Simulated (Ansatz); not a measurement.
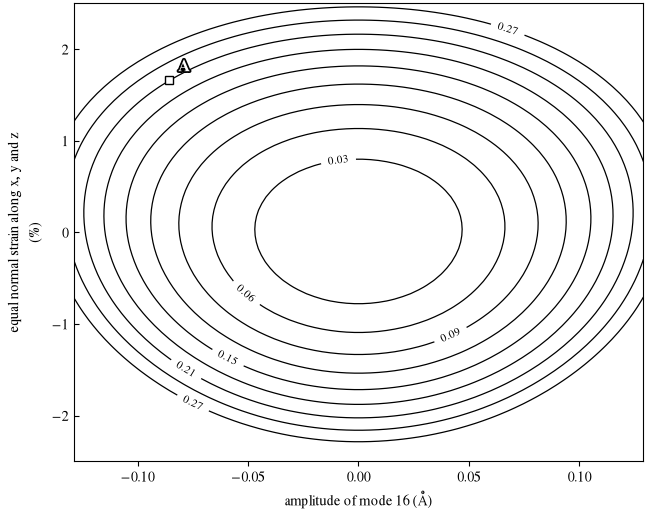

HfO₂ (P4_2/mnm, No. 136; 6 atoms in the cell). The energy is mapped over a normal mode and a strain (zone-centre modes of the 6-atom cell of this scan) (x along [1 0 0], y along [0 1 0], z along [0 0 1] of the conventional cell). Coordinates scanned: (1) amplitude of mode 16 (481 cm⁻¹), largest displacement in the unstrained cell; (2) equal normal strain along x, y and z. Nothing is relaxed (the pattern is fixed in fractional coordinates). The grid has 7 × 7 points; 28 points were computed and 21 follow by symmetry. Points are written as (first, second). Energies are in eV per cell, from the lowest grid point. Level of theory: DFT PBEsol, scalar-relativistic, plane waves, PAW in Ansatz 0.2.0. Settings: cutoff 520 eV, k-mesh 6×6×8 in the order of the run's cell vectors, gaussian smearing 0.05 eV, no spin polarisation.

The picture shows contour lines labelled in eV (none above 0.27), the point A. Between grid points the surface is interpolated.

**Is A at rest? If not, where is it pushed?**

A, at (−0.086 Å, 1.67 %), is not a stationary point. The computed force is 2 eV for each Å towards larger values of the first coordinate and 0.14 eV for each 1 % towards smaller values of the second coordinate.

PAW datasets: the set soft_1.
